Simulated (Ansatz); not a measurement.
## Single-point calculation of C$_{24}$Cl (part 1 of 3)

- system: C$_{24}$Cl (slab, 25 atoms in the cell)
- method: DFT PBE+D3(BJ), scalar-relativistic, plane waves, PAW, PAW set soft_1, spin-polarised (Ansatz 0.2.0)

The structure derives from an entry of the Crystallography Open Database. Figures and captions count atoms from 1; the log counts them from 0 in places.

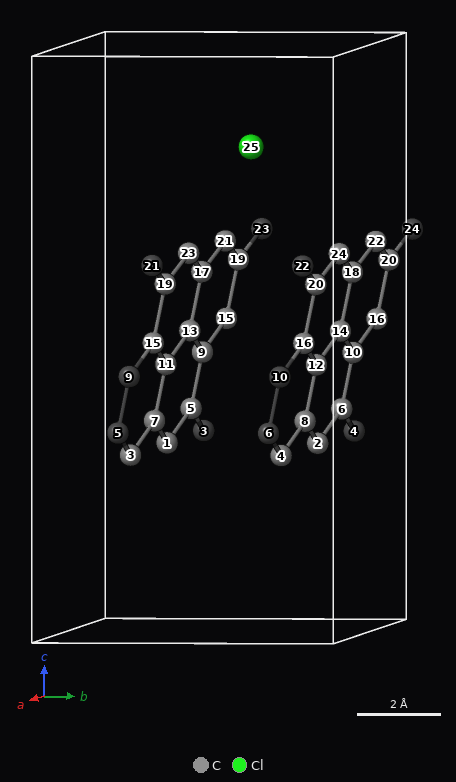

The input geometry (ball-and-stick view of the cell of the calculation, with the vacuum cut short, seen slightly off an axis; neighbours outside the cell are drawn fainter; atoms are numbered from 1 in the order of the input). An atom can appear more than once, as a periodic image.

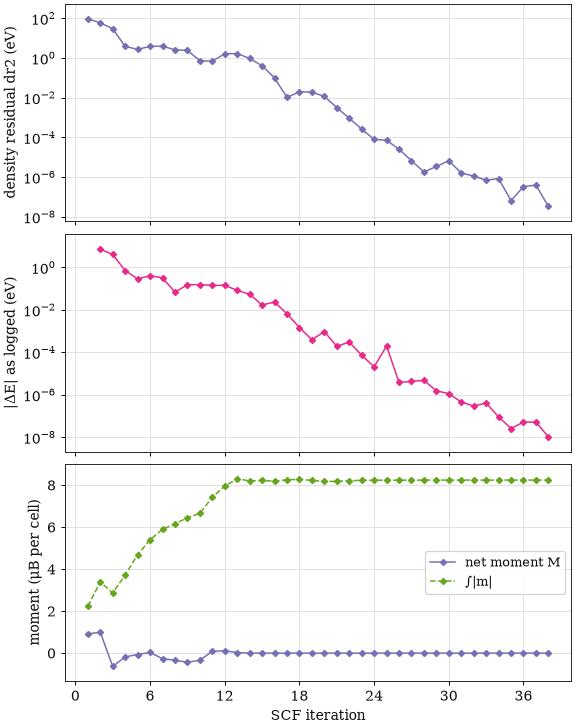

Convergence of the self-consistent field: density residual dr2, size of the energy change and magnetic moment against the SCF iteration. The residual falls unevenly and jumps up by a factor of two or more 2 times on the way down. The net moment goes from 0.9 to 0.0 μB per cell, with excursions between −0.6 and 1.0 on the way.

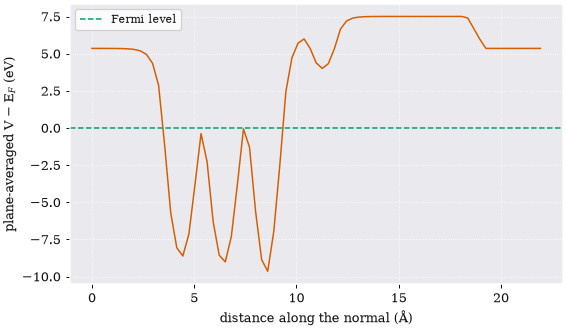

Plane average of the electrostatic potential energy of an electron across the cell, from the Fermi level. The vacuum level lies 7.51 eV above the Fermi level on the upper side and 5.36 eV on the lower.

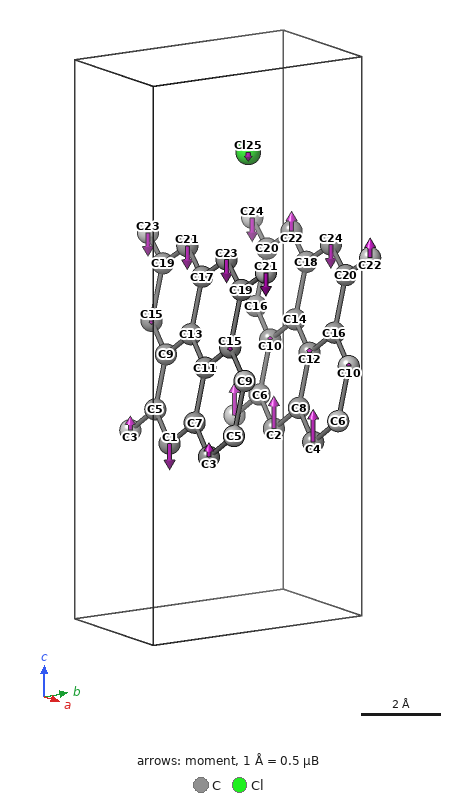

Magnetic moments of the sites as pink arrows (ball-and-stick view of the cell of the calculation, with the vacuum cut short, seen slightly off an axis; neighbours outside the cell are drawn fainter; atoms are numbered from 1 in the order of the input); small moments hardly show. The run is collinear, so the axis drawn is arbitrary. Site moments: C2, C4 (0.43 μB); C1 (−0.35 μB); C21, C23, C24 (−0.31 μB); C22 (0.27 μB); C3 (0.19 μB); Cl25 (−0.12 μB); C12 (0.07 μB), among others. They are counted near the atoms and needn't add up to the moment of the cell.

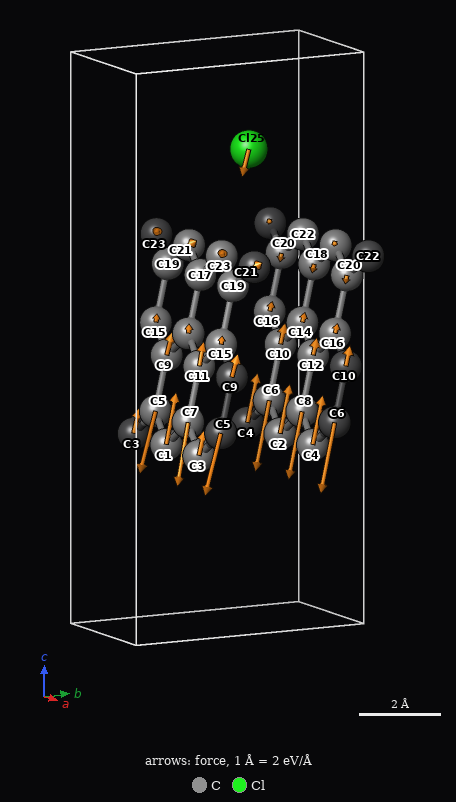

Forces on the atoms as orange arrows (ball-and-stick view of the cell of the calculation, with the vacuum cut short, seen slightly off an axis; neighbours outside the cell are drawn fainter; atoms are numbered from 1 in the order of the input); the smallest are left out. The largest act on C6 (3.66 eV/Å); C8 (3.51 eV/Å); C5, C7 (3.30 eV/Å); C1 (2.69 eV/Å), among others. The geometry is not a stationary point of this energy.

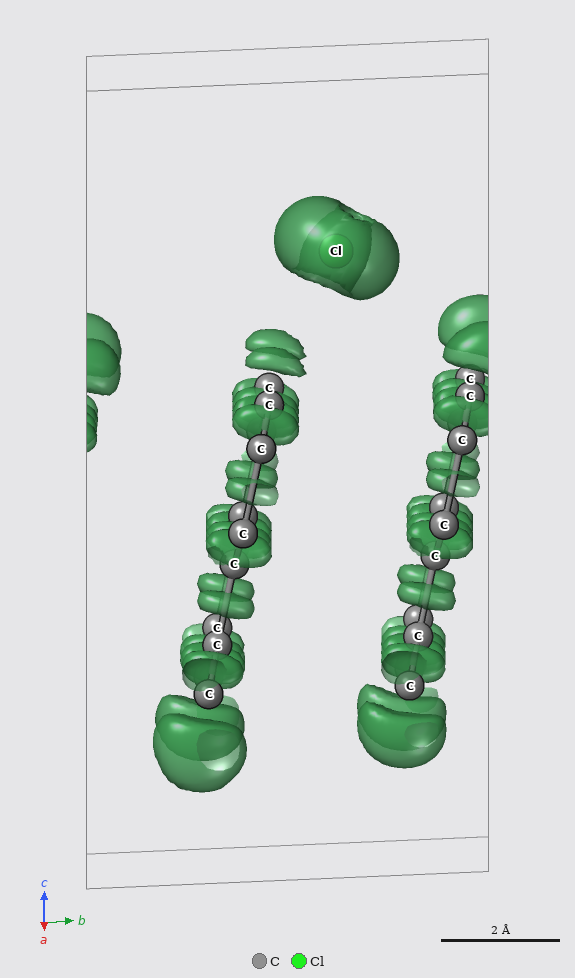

Isosurface of the electron localisation function at 0.85 (green), seen at an oblique angle. Only the valence region is drawn (cores and ρ < 0.01 e/Å³ removed). Sticks mark near contacts. Values along the shortest contacts: In a PAW calculation such maps are meaningful between the atoms, not at the nuclei.

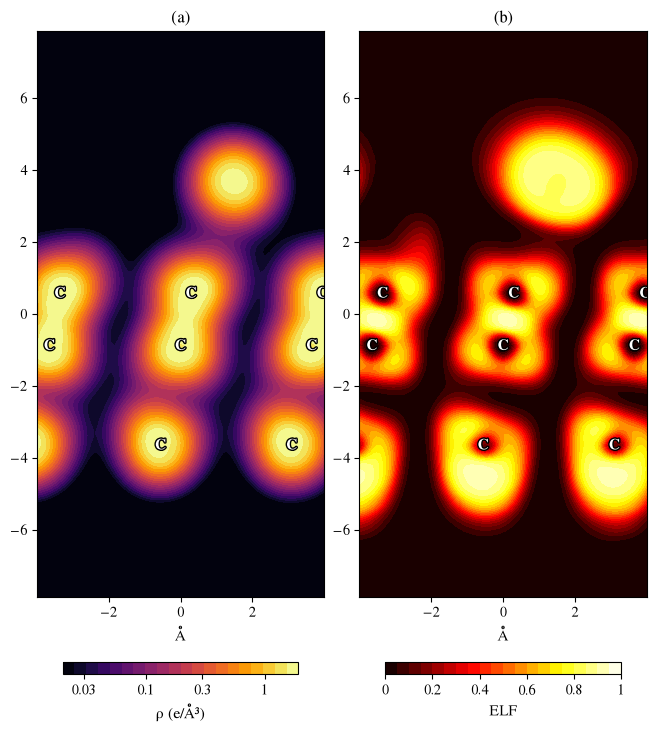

(a) valence electron density; (b) ELF on the (100) plane of the calculation cell, a cut from vacuum to vacuum. Atoms in the plane: C. The density dies away to nearly zero in the vacuum.

The input that produced these results follows, with the program's output.

### The input
```yaml
crystal:
  lattice:
    - [4.9299148964, 0.0, 0.0]
    - [-2.4649574482, 6.8655575602, 0.0]
    - [0.0, 0.0, 22.2276614583]
  atoms:
    - { symbol: C, position: [0.4018120009, 0.3036240018, 0.179955953] }
    - { symbol: C, position: [0.4018120009, 0.8036240018, 0.179955953] }
    - { symbol: C, position: [0.9018120009, 0.3036240018, 0.179955953] }
    - { symbol: C, position: [0.9018120009, 0.8036240018, 0.179955953] }
    - { symbol: C, position: [0.1626401228, 0.3252802456, 0.2112622661] }
    - { symbol: C, position: [0.1626401228, 0.8252802456, 0.2112622661] }
    - { symbol: C, position: [0.6626401228, 0.3252802456, 0.2112622661] }
    - { symbol: C, position: [0.6626401228, 0.8252802456, 0.2112622661] }
    - { symbol: C, position: [0.1840380628, 0.3680761257, 0.2739087028] }
    - { symbol: C, position: [0.1840380628, 0.8680761256, 0.2739087028] }
    - { symbol: C, position: [0.6840380628, 0.3680761257, 0.2739087028] }
    - { symbol: C, position: [0.6840380628, 0.8680761256, 0.2739087028] }
    - { symbol: C, position: [0.444737235, 0.3894666462, 0.304421077] }
    - { symbol: C, position: [0.444737235, 0.8894666462, 0.304421077] }
    - { symbol: C, position: [0.944737235, 0.3894666462, 0.304421077] }
    - { symbol: C, position: [0.944737235, 0.8894666462, 0.304421077] }
    - { symbol: C, position: [0.4674579781, 0.4348943653, 0.3699089481] }
    - { symbol: C, position: [0.4674579781, 0.9348943653, 0.3699089481] }
    - { symbol: C, position: [0.9674579781, 0.4348943653, 0.3699089481] }
    - { symbol: C, position: [0.9674579781, 0.9348943653, 0.3699089481] }
    - { symbol: C, position: [0.2271533363, 0.4542695608, 0.3971475576] }
    - { symbol: C, position: [0.2271533363, 0.9542695608, 0.3971475576] }
    - { symbol: C, position: [0.7271533363, 0.4542695608, 0.3971475576] }
    - { symbol: C, position: [0.7271533363, 0.9542695608, 0.3971475576] }
    - { symbol: Cl, position: [0.5604866696, 0.6209362275, 0.5096200282], spin: 1.0 }
basis:
  ecutwfc: 420
kpoints:
  mp_grid: { grid: [6, 4, 1] }
hamiltonian:
  xc: pbe
  pseudopotentials: { kind: paw, azcp: { folder: soft_1 } }
  dispersion: d3bj
scf:
  occupations: { method: gaussian, width: 0.05 }
output:
  forces: true
  eigenvalues: true
  populations: true
  write_density: true
  write_potential: true
  elf: true
  volumetric_format: npy
magnetization:
  spin_polarized: true
efield:
  axis: 3
  dipole_correction: true
  ramp_width: 0.04
```

Launched with:
```bash
ansatz run input.yaml --threads 4 --pin off --max-ram 12288MiB --backend cpu --events-out ev --progress --plain --runs-dir out
```

### What the program printed
```
Warning: at least one further symmetry operation maps every atom of the structure, as the run holds it, onto an atom to within 2.50e-5 (fractional), and is not used: no operation is sought that the atoms, as the run holds them, miss by more than 2.00e-5, twice crystal.symmetry.tolerance (1.0e-5). The run uses 1 unitary operations. The run imposes no operation that its atoms and lattice do not hold. Figures that only the operations left out would make equal are not made equal, and some can differ by far more than the structure misses those operations by: interpolated phonon frequencies and what the tetrahedron methods give by atom among them (crystal.symmetry.tolerance lists what is known). If the more symmetric structure is meant (of a frozen-density pass: in the run whose state it reads), write the positions to more decimals or symmetrise them. If the atoms are displaced on purpose, the operation is rightly left out
Engine: ansatz 0.2.0, aarch64-unknown-linux-gnu
Pseudopotentials: kind: paw
Pseudopotential: C, paw, valence charge 4, recommended cutoff 420 eV (normal), [file]
Pseudopotential: Cl, paw, valence charge 7, recommended cutoff 420 eV (normal), [file]
Functional definition: PBE
  parameter kappa = 0.804
  parameter beta = 0.06672455060314922
  exchange = pbe_x(kappa = kappa, mu = beta*pi^2/3)
  correlation = pbe_c(beta = beta)
Crystal: 25 atoms, lattice volume = 752.331 Å³
Basis set: ecut = 420 eV, 14697 PW (Γ), exchange–correlation on 72×100×300 points (8 copies of the dense FFT grid, shifted against one another)
Bands: 77, of which v1, the nominal top of the filled ones, is band 52 counted from 1 (51 counted from 0)
Symmetry: 1 space group operations
k-points: 14 of 24 (time reversal used)
Non-local potential: C, projectors of the file, l = 0: 2, l = 1: 2, l = 2: 1
Non-local potential: Cl, projectors of the file, l = 0: 2, l = 1: 2, l = 2: 1
PAW form: soft (Blöchl's): semilocal exchange-correlation on the pseudo side does not see the compensation charge
PAW one-centre angular grid: C, 110 points (default); XC on 64 Gauss nodes
PAW one-centre angular grid: Cl, 110 points (default); XC on 64 Gauss nodes
Starting moments: Σ|m| = 1 μB on 1 of 25 sites
Initial wavefunctions: pseudopotential atomic-orbital guess
Functional: x = pbe(κ = 0.804, μ = 0.2195149727645171), c = pbe(β = 0.06672455060314922)
```
